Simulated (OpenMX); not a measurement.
## A series of single points on NaF

System: NaF (2 atoms in the cell).
Method: Kohn-Sham DFT of a periodic cell, PBE, OpenMX 2013 PBE set, no spin polarisation (OpenMX 3.8.5).

The 7 runs differ only in the geometry, by an even scaling of the cell at fixed fractional positions. The structure derives from an entry of the Crystallography Open Database.

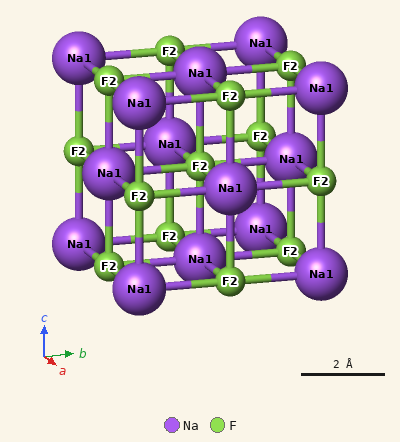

Figure 1. The structure of run 4 (ball-and-stick view of the cell 4 times as large as that of the calculation, set on its symmetry axes, seen slightly off an axis; atoms are numbered from 1 in the order of the input).

## Input of run 4
```
System.CurrrentDirectory             ./
System.Name                          NaF
DATA.PATH                            ./DFT_DATA13
level.of.stdout                      1
level.of.fileout                     0
Species.Number                       2
<Definition.of.Atomic.Species
  Na  Na9.0-s3p2d1           Na_PBE13
  F   F6.0-s2p2d1            F_PBE13
Definition.of.Atomic.Species>

Atoms.Number                         2
Atoms.SpeciesAndCoordinates.Unit     FRAC
<Atoms.SpeciesAndCoordinates
    1  Na    0.0000000000    0.0000000000    0.0000000000   4.500  4.500
    2  F     0.5000000000    0.5000000000    0.5000000000   3.500  3.500
Atoms.SpeciesAndCoordinates>

Atoms.UnitVectors.Unit               Ang
<Atoms.UnitVectors
     0.0000000000    2.3200000000    2.3200000000
     2.3200000000    0.0000000000    2.3200000000
     2.3200000000    2.3200000000    0.0000000000
Atoms.UnitVectors>

scf.XcType                           GGA-PBE
scf.SpinPolarization                 off
scf.ElectronicTemperature            580.226
scf.energycutoff                     500.0
scf.maxIter                          100
scf.EigenvalueSolver                 band
scf.Kgrid                            11 11 11
scf.Mixing.Type                      rmm-diisk
scf.Init.Mixing.Weight               0.05
scf.Min.Mixing.Weight                0.001
scf.Max.Mixing.Weight                0.3
scf.Mixing.History                   25
scf.Mixing.StartPulay                8
scf.criterion                        1.0e-8
scf.stress.tensor                    on
MD.Type                              nomd
```

Command:
```bash
openmx NaF.dat -nt 1 > NaF.std
```

Run 2 has the same physical settings and fractional positions; its lattice vectors (Å) are:
```
   0.000000    2.288645    2.288645
   2.288645    0.000000    2.288645
   2.288645    2.288645    0.000000
```

## Results, with one run withheld

```tsv
run	volume per atom (Å³)	free energy per atom, from the lowest run given (meV)	gap on the mesh (eV)
1	11.738	22.02	6.56
2	11.988	?	?
3	12.237	7.99	6.33
4	12.487	3.67	6.22
5	12.737	1.12	6.11
6	12.987	0.00	6.01
7	13.236	0.09	5.92
```

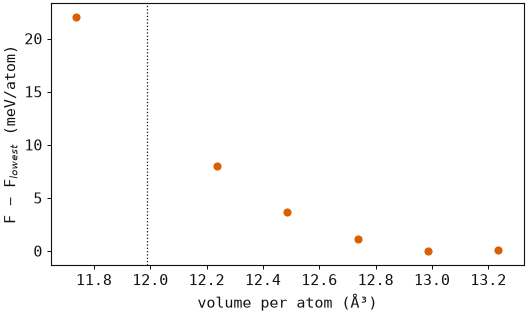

Figure 2. Free energy per atom of the runs given; the dotted line marks run 2.

Estimate the energy of run 2 from the others.

A cubic polynomial in V^(−2/3) (the Birch–Murnaghan form), fitted to the 6 runs given, misses them by at most 0.05 meV per atom. With x = V^(−2/3) − 0.18513 Å⁻², it reads F = 2.8738 + 1203.4 x + 1.22e+05 x² + 2.6009e+05 x³ (meV per atom). At run 2 it gives 13.96 meV per atom, and the run itself gives 14.00. The fit has its minimum at 13.082 Å³ per atom, where V d²F/dV² gives 41.7 GPa: the bulk modulus at this level, since symmetry fixes the shape and the positions. The gap on the mesh goes, without turning, from 6.56 eV in run 1 to 5.92 eV in run 7; run 2 has 6.44 eV. These are gaps of this functional on this mesh, which can miss the band edges; they aren't the measured gap.

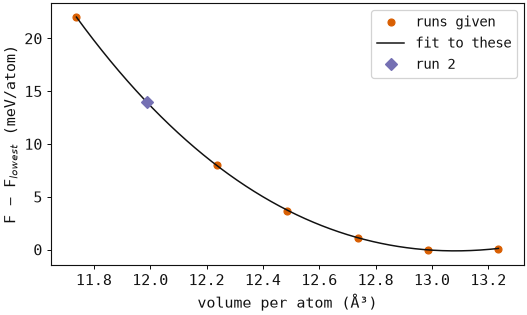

Figure 3. The fit and the withheld run.

## Some lines of the output (run 2)
```
[...]
  Cell_Volume =    161.793731244720 (Bohr^3)
        Total energy (Hartree) at MD = 1
   kloop=0
   kloop=1
   kloop=665
```

Notes: With a small basis of atomic orbitals these values can differ much from converged plane-wave results.
